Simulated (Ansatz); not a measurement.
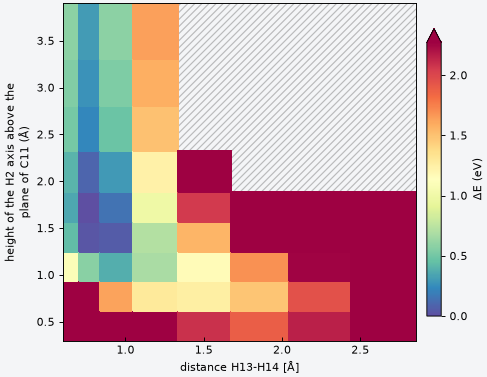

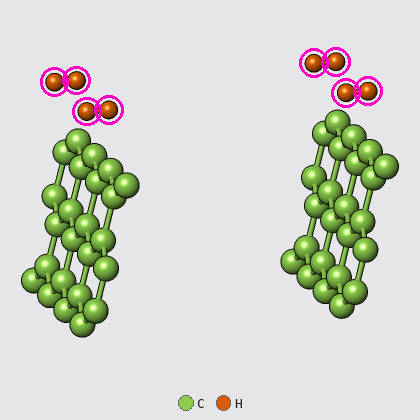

Energy landscape of H₂ on a C(101) slab cut from the P6/mmm phase, its upper half relaxed before the scan (12 atoms of substrate and one adsorbate in a 2 × 1 cell). 
- H2 lies flat over one site of a rigid substrate while its bond length and height are varied; it sits over a hollow of the top layer over the deeper atom C9, heights counted from the top plane, its axis along the second surface vector.
- First axis: distance H13-H14. Second axis: height of the H2 axis above the plane of C11.
- The scan uses an 8 × 9 grid. At 15 points there is no value (left out: too close to the surface, or the stretched molecule far from it).
- Points are written as (first, second).
- All energies are given in eV relative to the lowest grid point.
- These are results of DFT LDA, scalar-relativistic, plane waves, PAW (Ansatz), not measurements. Settings: cutoff 420 eV, k-mesh 6×3×1, gaussian smearing 0.1 eV, no spin polarisation.

In the figure: one coloured cell a grid point, one colour for all values above the top of the scale, hatched blanks where no value was computed. The second picture is the structure at the lowest point; rings mark the moved atoms.

What does the map say about the system?

Answer. The lowest grid point is at (0.750 Å, 1.73 Å). The bottom of the well lies between grid points, at about (0.806 Å, 1.54 Å), about 0.062 eV lower on the interpolated surface. No other kind of well shows on this grid. The highest grid point, (0.650 Å, 0.45 Å), lies 6.89 eV above the lowest.

Grid values (eV):

| second ↓, first → | 0.650 | 0.750 | 0.919 | 1.181 | 1.495 | 1.849 | 2.235 | 2.650 |
| --- | --- | --- | --- | --- | --- | --- | --- | --- |
| 3.60 | 0.58 | 0.30 | 0.58 | 1.64 | – | – | – | – |
| 3.00 | 0.55 | 0.27 | 0.54 | 1.59 | – | – | – | – |
| 2.60 | 0.51 | 0.22 | 0.48 | 1.50 | – | – | – | – |
| 2.05 | 0.41 | 0.09 | 0.29 | 1.24 | 2.45 | – | – | – |
| 1.73 | 0.35 | 0.00 | 0.14 | 0.99 | 2.06 | 2.96 | 3.61 | 4.13 |
| 1.41 | 0.44 | 0.03 | 0.06 | 0.71 | 1.56 | 2.29 | 2.89 | 3.47 |
| 1.09 | 1.10 | 0.57 | 0.38 | 0.68 | 1.17 | 1.69 | 2.26 | 2.89 |
| 0.77 | 3.06 | 2.27 | 1.63 | 1.29 | 1.26 | 1.48 | 1.95 | 2.58 |
| 0.45 | 6.89 | 5.62 | 4.21 | 2.89 | 2.09 | 1.89 | 2.15 | 2.67 |

Time for the 57 points that were run: 34 min on 1 thread of Arm Neoverse V2, on a shared host.
